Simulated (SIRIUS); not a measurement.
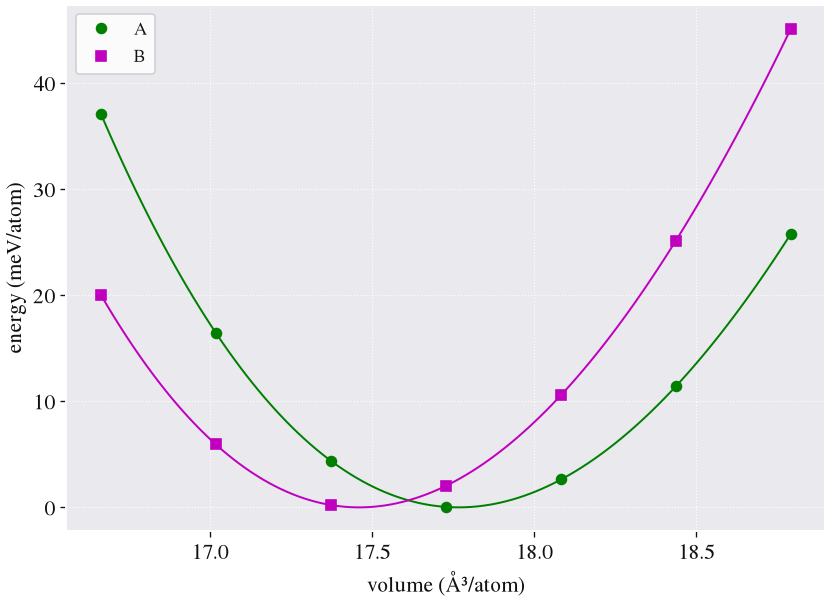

Plotted: energy against volume, with one curve for each functional, for MoS₂ (space group R3m). The labels are replaced by letters. In alphabetical order the cases are: LDA; PBEsol.

How it was computed, with SIRIUS 7.12.0: all-electron LAPW DFT, no spin polarisation; energies at scaled volumes of the given cell, shape and fractions fixed, counted from the fit's minimum, third-order Birch-Murnaghan fit. All runs: no spin polarisation.

- k mesh: 10×10×10
- occupations: Fermi–Dirac
- smearing width: 0.05 eV
- potentials: all electron FP LAPW

> Which letter stands for which functional?

A: PBEsol; B: LDA.

Limits of the calculation: shape and atomic fractions are frozen while scaling, which makes layered, chain and framework solids too stiff.
